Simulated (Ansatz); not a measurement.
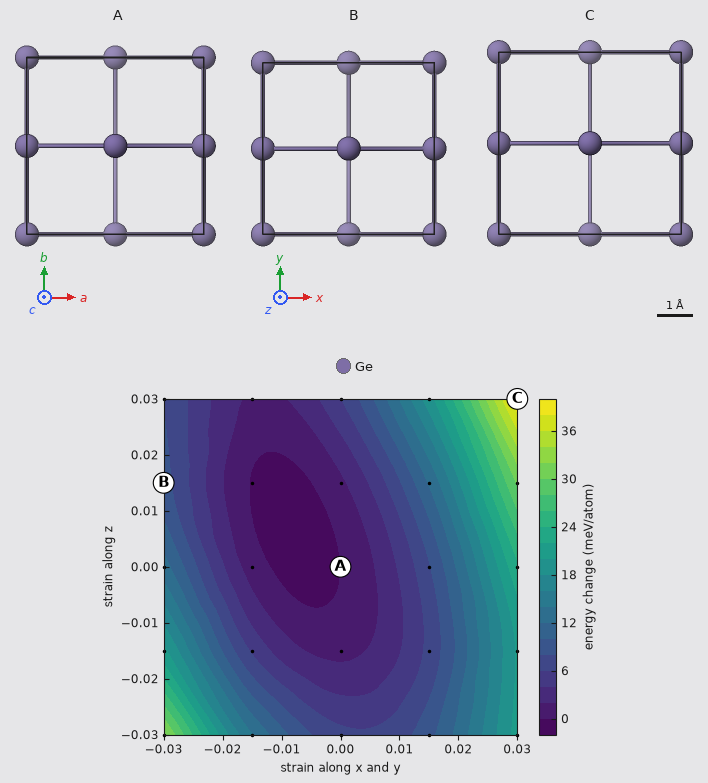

A scan of crystalline Ge (I4_1/amd): the cell is strained equally along x and y and separately along z, with the atoms kept at their fractional coordinates. x, y and z are the Cartesian axes of the input. The map is interpolated between the computed points (dots). The lettered frames are marked on it. A ball-and-stick model of the conventional cell (2 times the calculation's cell), seen along the c axis. Lengths and directions refer to the drawn axes.

All numbers below come from DFT PBEsol, scalar-relativistic, plane waves, PAW in Ansatz. Set-up: plane-wave cutoff 420 eV; k-point mesh 20 × 20 × 20; occupations gaussian; smearing width 0.15 eV; no spin polarisation. Energies (free energies at the smearing named) are counted from the cell as listed in its source, which wasn't relaxed.

Where is the lowest point of the map, and what else does it tell?

In pairs of (strain along x and y; strain along z): the lowest computed point lies at (−0.015, 0.015) (−0.1 meV/atom), the highest at (0.030, 0.030) (39.6 meV/atom). The valley is tilted: raising the in-plane strain is made harder by raising the strain along z (cross term 0.50 of the geometric mean of the two curvatures). Over the ranges scanned the energy rises more along the first axis, the in-plane strain. The pressure runs from −6.2 GPa at (0.030, 0.030) to 7.8 GPa at (−0.030, −0.030). The frames lie at A (0.000, 0.000): 0.0 meV/atom, B (−0.030, 0.015): 8.8 meV/atom, C (0.030, 0.030): 39.6 meV/atom.
